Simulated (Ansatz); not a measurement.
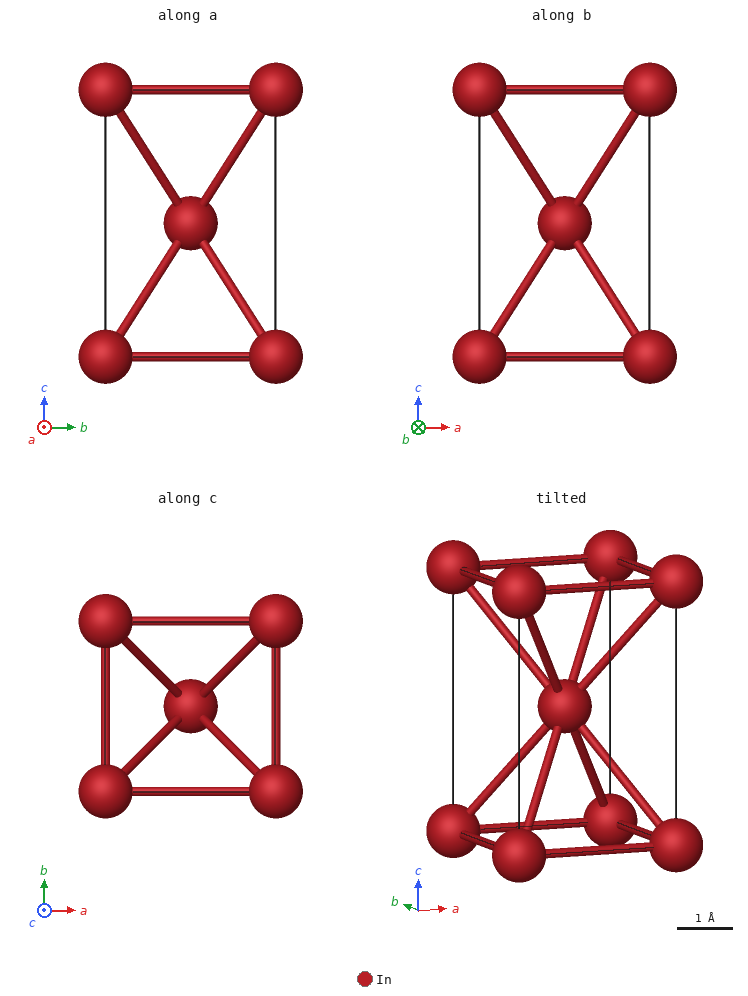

View along the a axis, along the b axis, along the c axis and slightly off an axis, drawn as a ball-and-stick model. The parallelepiped is the conventional unit cell.

Lattice parameters: a = 3.1517 Å, b = 3.1517 Å, c = 4.9427 Å, α = 90.000°, β = 90.000°, γ = 90.000°.

Q: Give the structure in the form of a CIF with its space group and independent sites.

A:
```cif
data_structure
_symmetry_space_group_name_H-M 'I 4/m m m'
_symmetry_Int_Tables_number 139
_cell_length_a 3.1517
_cell_length_b 3.1517
_cell_length_c 4.9427
_cell_angle_alpha 90.000
_cell_angle_beta 90.000
_cell_angle_gamma 90.000
_cell_volume 49.10
loop_
_atom_site_label
_atom_site_type_symbol
_atom_site_symmetry_multiplicity
_atom_site_Wyckoff_symbol
_atom_site_fract_x
_atom_site_fract_y
_atom_site_fract_z
_atom_site_occupancy
In1 In 2 a 0.0000 0.0000 0.0000 1
```

The initial geometry was the standard structure of this element. Earlier steps of the study may have refined or changed the cell and positions. It was the input of a calculation with Ansatz.
